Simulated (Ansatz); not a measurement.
Structure data:

```xyz
4
Lattice="3.1674 0.0000 0.0000 -1.5837 2.7430 0.0000 0.0000 0.0000 5.2885" Properties=species:S:1:pos:R:3 pbc="T T T"
Co    0.0000    1.8287    0.0377
Co    1.5837    0.9143    2.6820
O     0.0000    1.8287    1.9455
O     1.5837    0.9143    4.5897
```

Q: Characterise the structure given above.

A: Formula: CoO. The structure has P6_3mc (No. 186) symmetry and a primitive hexagonal lattice. The structure is of the kind named wurtzite. It has 4 atoms to the cell (2 Co, 2 O). The neighbours of Co are four O in a tetrahedral arrangement at 1.91 to 1.97 Å. Around each O lie four Co in a tetrahedral arrangement at 1.91 to 1.97 Å. The bonds build a three-dimensional framework.

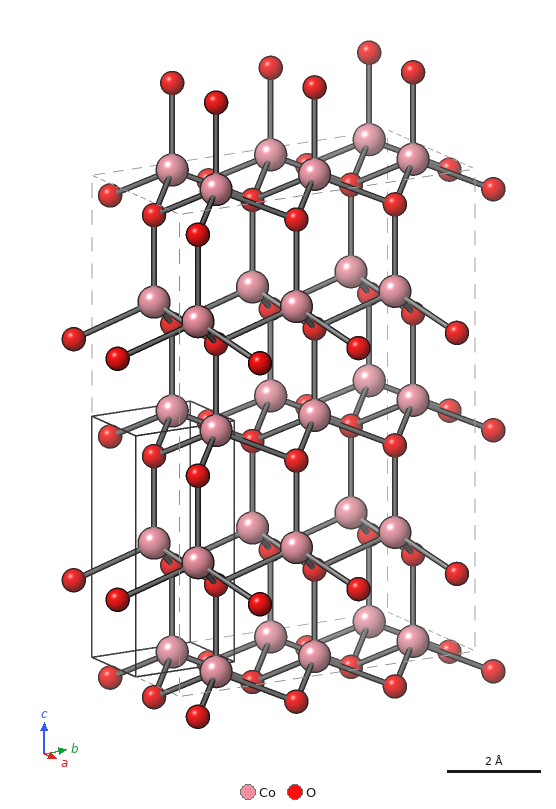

This ball-and-stick model is shown slightly off an axis. The drawing covers 2×3×2 cells, and the solid lines enclose one conventional unit cell. Some atoms of the next cells are drawn as well. Colours: cobalt pink, oxygen red.

Provenance: a structure listed in the Materials Project. Earlier steps of the study may have refined or changed the cell and positions. It was the input of a calculation with Ansatz.
